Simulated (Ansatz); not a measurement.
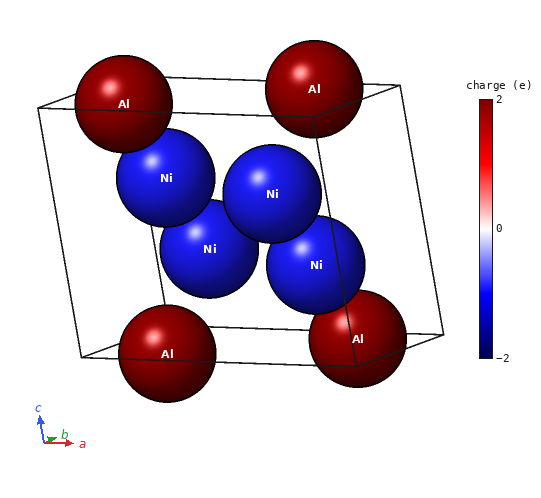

Crystal structure, spheres-only style, seen slightly off an axis. The parallelepiped is the cell (the run's own, in a reduced setting). The atoms of this AlNi2 cell are coloured by their Bader charge.

Results below were computed with Ansatz 0.2.0, DFT r2SCAN, scalar-relativistic, plane waves, PAW; the settings were E_cut = 500 eV, k-points about 0.17 Å⁻¹ apart, Gaussian smearing of 0.1 eV, no spin polarisation (a spin-restricted run, not always the ground state).

**Summarise the charge transfer.**

Most positive: Al; most negative: Ni. Charges: about Al +1.8 e; Ni -0.9 e.

The model was built from a structure type filled with these elements by a generator (whether the compound takes this form wasn't checked). Earlier steps of the study may have refined or changed the cell and positions. Ansatz was used for an electronic-structure calculation on it.

At this level of theory the cell isn't at rest (stretched, at -6 GPa), so its distances can differ from those at equilibrium, the more so the softer the solid.
